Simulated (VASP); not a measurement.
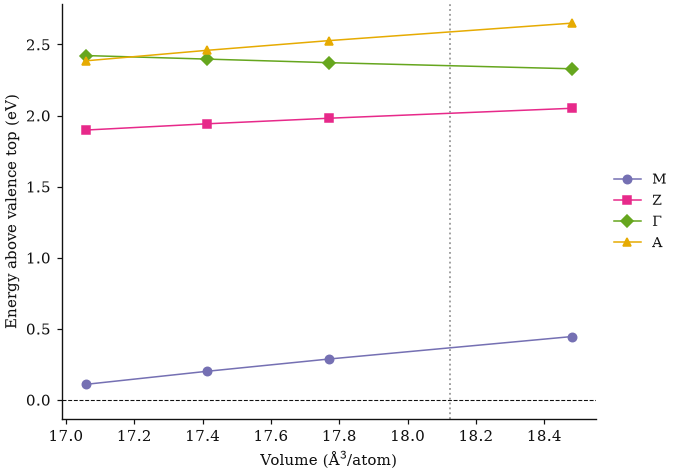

Lowest conduction level at each named k point, counted from the valence-band top at Γ. One run is left out (dotted line).

System: SnO, space group P4/nmm (No. 129), 4 atoms in the cell. The cell is scaled at fixed shape and fractional positions. At 17.77 Å³/atom, a = 3.814 Å, c = 4.887 Å (tetragonal axes). Computed with VASP: r2SCAN, VASP PAW PBE potentials, release 64 (Sn_d, O), no spin polarisation, no spin-orbit coupling, 6×6×6 k mesh, 520 eV cutoff, Gaussian smearing of 0.02 eV.

```
       volume  M (eV)  Z (eV)  Γ (eV)  A (eV)
17.06 Å³/atom    0.11    1.90    2.42    2.38
17.41 Å³/atom    0.20    1.94    2.40    2.46
17.77 Å³/atom    0.29    1.98    2.37    2.53
18.48 Å³/atom    0.45    2.05    2.33    2.65
```

**Fill in the row for 18.12 Å³/atom.**

Fits through the other points against the logarithm of the volume give 0.37 eV at M, 2.02 eV at Z, 2.35 eV at Γ and 2.59 eV at A (straight lines). The run itself gives 0.37, 2.02, 2.35 and 2.59 eV, within 0.01 eV of the estimates.

**Which of these conduction levels is lowest, and does that change?**

The lowest is the one at M, over the whole range, so among these points the gap stays indirect.

**What are the deformation potentials dE/d ln V?**

Straight lines against ln V have slopes of +4.2 eV at M, +1.9 eV at Z, −1.2 eV at Γ and +3.3 eV at A.

The PAW data sets were made with another functional. LDA, GGA and most meta-GGA functionals understate gaps. The usual form of SnO is litharge (tetragonal).
